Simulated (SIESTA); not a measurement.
System: PbSe, space group P1 (No. 1).

Starting cell:
```yaml
crystal:
  lattice:
    - [4.41489, 0.00000, 0.00000]
    - [-0.01031, 4.41488, 0.00000]
    - [-2.20229, -2.20744, 12.00080]
  atoms:
    - { symbol: Pb, position: [0.80684, 0.80730, 0.61844] }
    - { symbol: Pb, position: [0.18545, 0.19981, 0.38238] }
    - { symbol: Se, position: [0.28733, 0.32315, 0.62319] }
    - { symbol: Se, position: [0.68427, 0.69990, 0.37796] }
```

Calculation (SIESTA 5.4.2): DFT in numerical atomic orbitals with pseudopotentials, no spin polarisation; energies at scaled volumes of the given cell, shape and fractions fixed, counted from the fit's minimum, third-order Birch-Murnaghan fit. Level: PBEsol.

k mesh 6×6×3; occupations Fermi–Dirac; smearing width 0.05 eV; potentials PseudoDojo 0.4 standard, converted to PSML, two zetas on semicore shells; program settings basis DZP, mesh cutoff 500 Ry.

Describe the result: the energy and pressure against volume. The volume takes the values 54.97, 56.14, 57.31, 58.48, 59.65, 60.82, 61.99 Å³/atom.

A third-order Birch–Murnaghan fit gives V0 = 56.19 Å³/atom, B0 = 26.3 GPa and B′ = 5.0. The energy is 2.27 meV/atom at volume 54.97 Å³/atom and 40.34 meV/atom at 61.99 Å³/atom; the lowest computed point is at volume 56.14 Å³/atom (0.04 meV/atom). The pressure falls from 0.60 GPa at volume 54.97 Å³/atom to −2.02 GPa at 61.99 Å³/atom, and changes sign near 56.2 Å³/atom.

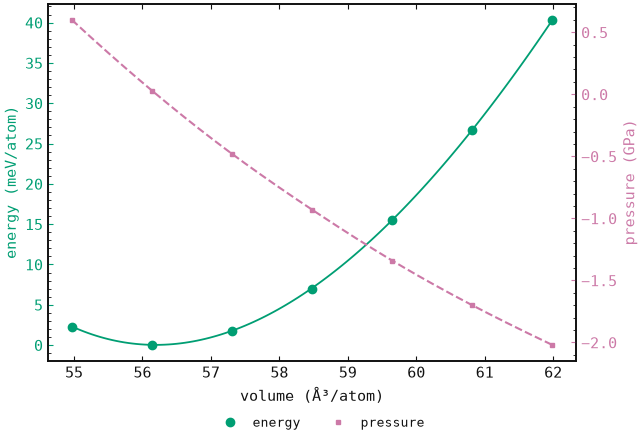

Note: mulliken charges of long orbitals; spin-orbit coupling left out, heavy elements; shape and atomic fractions are frozen while scaling, which makes layered, chain and framework solids too stiff.
